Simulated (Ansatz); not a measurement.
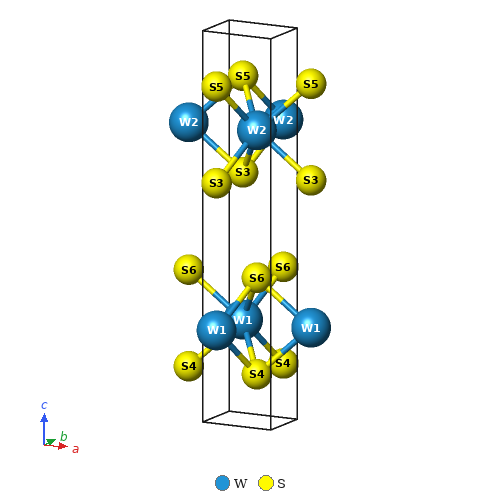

The system is WS2 (P6_3/mmc, No. 194; 6 atoms in the cell); the picture shows the reference structure. The energy is mapped over a free internal coordinate and the cell. First axis: shift of S3 along [0 0 1] of the conventional cell, Cartesian (0 0 1), its symmetry partners moved as symmetry demands (measured in the relaxed cell). Second axis: volume per atom at fixed shape. Nothing is relaxed (all other coordinates fixed). The grid has 7 × 7 points. Points are written as (first, second). Energies are in meV/atom, from the lowest grid point. The band gap closes in part of the range. The calculation used Ansatz, DFT PBEsol, scalar-relativistic, plane waves, PAW. Settings: cutoff 420 eV, k-mesh 12×12×2 in the order of the run's cell vectors, gaussian smearing 0.05 eV, no spin polarisation.

Its coordinates:

```yaml
crystal:
  lattice:
    - [3.14624, 0.00000, 0.00000]
    - [-1.57312, 2.72472, 0.00000]
    - [0.00000, 0.00000, 12.69665]
  atoms:
    - { symbol: W, position: [0.33333, 0.66667, 0.25000] }
    - { symbol: W, position: [0.66667, 0.33333, 0.75000] }
    - { symbol: S, position: [0.33333, 0.66667, 0.62655] }
    - { symbol: S, position: [0.66667, 0.33333, 0.12655] }
    - { symbol: S, position: [0.33333, 0.66667, 0.87345] }
    - { symbol: S, position: [0.66667, 0.33333, 0.37345] }
```

The input of one point:

```yaml
crystal:
  lattice:
    - [3.1462408358, 0.0, 0.0]
    - [-1.5731204179, 2.7247244902, 0.0]
    - [0.0, 0.0, 12.6966546967]
  atoms:
    - { symbol: W, position: [0.3333333333, 0.6666666667, 0.25] }
    - { symbol: W, position: [0.6666666667, 0.3333333333, 0.75] }
    - { symbol: S, position: [0.3333333333, 0.6666666667, 0.626548732] }
    - { symbol: S, position: [0.6666666667, 0.3333333333, 0.126548732] }
    - { symbol: S, position: [0.3333333333, 0.6666666667, 0.873451268] }
    - { symbol: S, position: [0.6666666667, 0.3333333333, 0.373451268] }
basis:
  ecutwfc: 420
kpoints:
  mp_grid: { grid: [12, 12, 2] }
hamiltonian:
  xc: pbesol
  pseudopotentials: { kind: paw, azcp: { folder: soft_1 } }
scf:
  occupations: { method: gaussian, width: 0.05 }
output:
  forces: true
  stress: true
  eigenvalues: true
  write_density: true
  write_potential: true
  elf: true
  volumetric_format: npy
```

Range: shift of S3 along [0 0 1] of the conventional cell, Cartesian (0 0 1), its symmetry partners moved as symmetry demands (measured in the relaxed cell) from −0.250 to 0.250 Å; volume per atom at fixed shape from 16.69 to 19.59 Å³.

Predict the map.

Answer. The lowest grid point is at (0.000 Å, 18.14 Å³). No other kind of well shows on this grid. The highest grid point, (0.250 Å, 16.69 Å³), lies 951 meV/atom above the lowest.

```tsv
second ↓, first →	−0.250	−0.167	−0.083	0.000	0.083	0.167	0.250
19.59	550	332	160	52	24	98	293
19.11	475	269	113	24	20	123	353
18.62	406	212	73	6	29	163	429
18.14	342	163	44	0	51	219	524
17.66	287	124	25	7	89	293	640
17.17	241	96	20	29	145	389	782
16.69	205	80	29	70	222	509	951
```

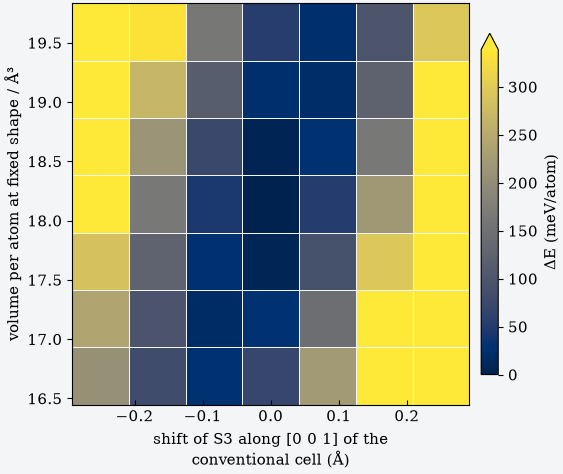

The picture shows one coloured cell a grid point, one colour for all values above the top of the scale.

Each point was launched as `ansatz run input.yaml --threads 2 --pin off --max-ram 4096MiB --backend cpu --events-out ev --progress --plain --runs-dir out`. The whole map (49 points run) took 7.1 min on 2 threads of Arm Neoverse N1, on a shared host.
